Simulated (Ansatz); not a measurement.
System: W, space group Im-3m, 1 atom in the cell.

```xyz
1
Lattice="-1.5907 1.5907 1.5907 1.5907 -1.5907 1.5907 1.5907 1.5907 -1.5907" Properties=species:S:1:pos:R:3 pbc="T T T"
W     0.0000    0.0000    0.0000
```

Method: DFT with r2SCAN, PAW plane waves, no spin polarisation, 15×15×15 k mesh, 500 eV cutoff (Ansatz).

What does the calculation give for the electronic structure? The path is Γ–H–N–Γ–P–H–P–N.

A metal: 3 bands cross the Fermi level along this path. Bands cross the Fermi level on every line of the path. The density of states at the Fermi level is about 0.35 per eV and cell (mean within 0.25 eV). By projected weight, the states within 0.3 eV of the Fermi level are W 5d almost alone.

Spin-orbit coupling is left out, which matters for W.

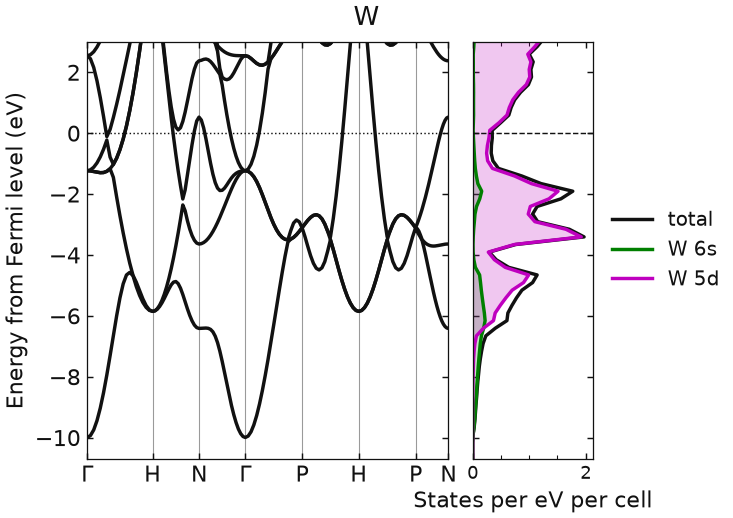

Band structure and density of states. Energies are counted from the Fermi level. The path runs straight from each named point to the next. The partial curves are projected on Löwdin-orthogonalised atomic shells.
